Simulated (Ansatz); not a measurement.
Cell and atoms:

```
CELL_PARAMETERS angstrom
3.09412 0.00000 0.00000
-1.54706 2.67959 0.00000
0.00000 0.00000 9.72417
ATOMIC_POSITIONS crystal
Si 0.66667 0.33333 0.93784
Si 0.33333 0.66667 0.43784
Si 0.00000 0.00000 0.68790
Si 0.00000 0.00000 0.18790
C 0.66667 0.33333 0.74981
C 0.33333 0.66667 0.24981
C 0.00000 0.00000 0.50045
C 0.00000 0.00000 0.00045
```

Q: Say what kind of structure these coordinates give.

A: The material is SiC. Space group P6_3mc (No. 186), lattice primitive hexagonal. In the cell are 4 Si, 4 C, which makes 4 formula units. Each Si atom is coordinated by four C in a tetrahedral arrangement at 1.82 to 1.89 Å. The neighbours of C are four Si in a tetrahedral arrangement at 1.82 to 1.89 Å. The bonds build a three-dimensional framework.

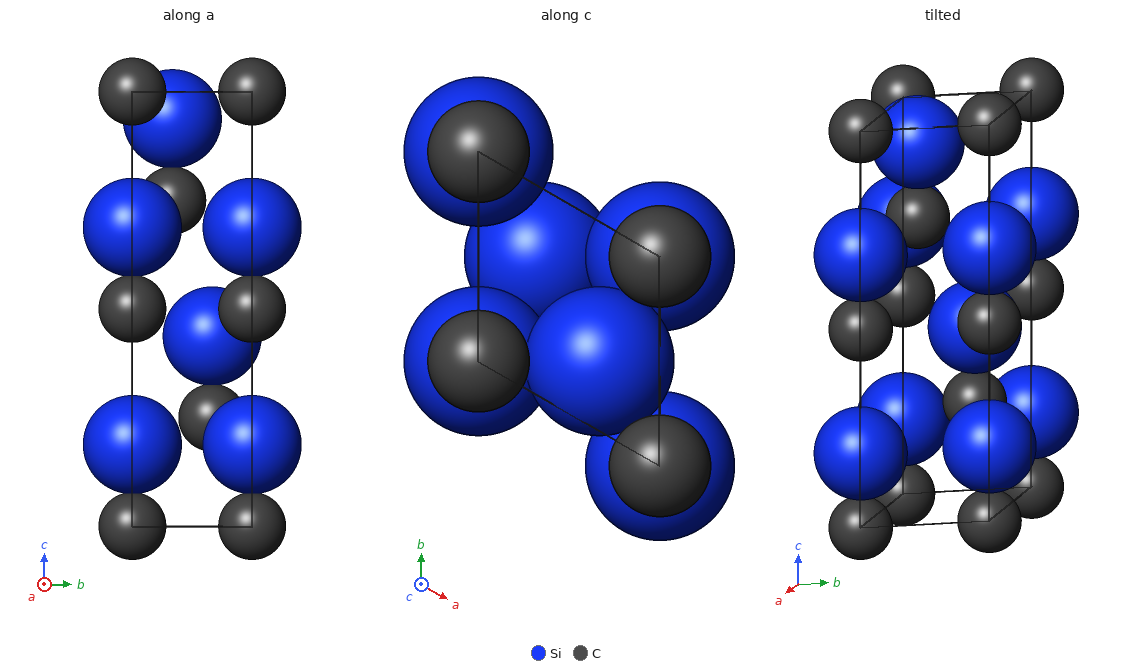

View along the a axis, along the c axis and slightly off an axis, drawn as a space-filling model. The parallelepiped is the conventional unit cell.

The cell started as a structure listed in the Materials Project. The cell was then strained or its atoms displaced on purpose. It was run through Ansatz as a DFT input.

At this level of theory the run's own cell isn't at rest (compressed, at 10 GPa and forces up to 0.6 eV/Å), so its distances can differ from those at equilibrium, the more so the softer the solid.
